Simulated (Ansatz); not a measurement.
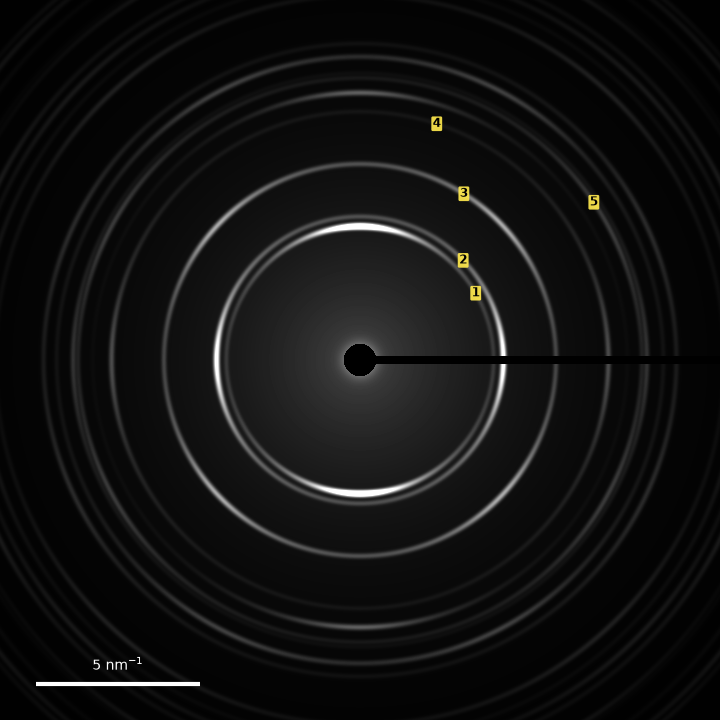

Simulated electron diffraction rings at 300 kV (λ = 0.0197 Å), scale in nm⁻¹ (radius = 1/d), for a sample with fibre texture (March–Dollase model, fibre axis vertical in the picture). Kinematic intensities with B = 1.0 Å² for all atoms, without multiple scattering; brightness goes as intensity to the power 0.5, clipped at the top. Reflections closer than the ring width show as one ring.

The sample is P, space group P6/mmm, a = 2.635 Å, b = 2.635 Å, c = 2.449 Å, α = 90.00°, β = 90.00°, γ = 120.00°. It is based on the geometry relaxed with DFT PBE, scalar-relativistic, plane waves, PAW in Ansatz; the starting structure was generated, so it need not be a known form of this composition.

> Index rings 1 to 5.

```csv
ring,radius,d (Å),hkl
1,4.08 nm⁻¹,2.45,001
2,4.38 nm⁻¹,2.28,100
3,5.99 nm⁻¹,1.670,101
4,7.59 nm⁻¹,1.318,110
5,8.62 nm⁻¹,1.160,111
```

> Which lattice planes lie preferentially normal to the fibre axis?

The (0 0 1) planes: ring 1 is concentrated at the top and bottom of the pattern (March parameter 0.35).
